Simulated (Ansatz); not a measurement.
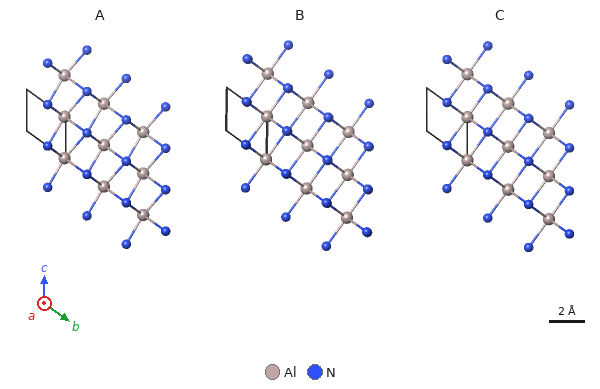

3 geometries from one relaxation of a crystal of AlN (a generated structure, set up in I4mm) (coarse preliminary run), in shuffled order. The picture is a ball-and-stick view of the cell of the calculation, repeated 1 × 3 × 2 with one cell outlined, seen along the a axis.

All numbers below come from DFT PBE, scalar-relativistic, plane waves, PAW in Ansatz 0.2.0. Set-up: plane-wave cutoff 420 eV; k-point mesh 8 × 8 × 8; occupations gaussian; smearing width 0.1 eV; no spin polarisation; cell and atoms relaxed; force threshold 0.04 eV/Å; at most 70 steps.

> Put them in the order of the run, from the start to the converged end.

A, C, B. They are steps 0, 2, 7, at +0.533 eV per cell of the calculation, +27.4 meV per cell of the calculation relative to the last. The largest moves relative to the cell, 0.14 Å, are those of Al and N atoms. By element the largest moves are Al 0.14 Å, N 0.14 Å. Cell: a = b = c 2.805 → 2.878 Å (+2.6 %), α 121.4° → 120.0°, β 121.4° → 120.0°, γ 87.6° → 90.0°. Volume +10.5 %. Near-neighbour distances that change, for instance: Al–N 1.737 → 2.035 Å, Al–N 2.313 → 2.035 Å, Al–N 1.962 → 2.035 Å. Bond angles that change, for instance: N–Al–N 163.1° → 180.0°, Al–N–Al 163.1° → 180.0°, N–Al–N 98.4° → 90.0°. The space group (tolerance 0.01 Å) goes from I4mm (No. 107) to Fm-3m (No. 225). Over 5 accepted moves (7 points after the start) the energy falls by 0.533 eV per cell of the calculation. The largest force component goes from 3.3 to 0.0003 eV/Å. The pressure goes from 46.18 to −0.04 GPa. At 2 points the geometry stayed and the basis and grid were re-selected for the new cell (energy shift of 10.8 meV per cell of the calculation at most each time). Cost: 10 s on 1 thread of Arm Neoverse V1 (shared host), peak memory 0.27 GiB.
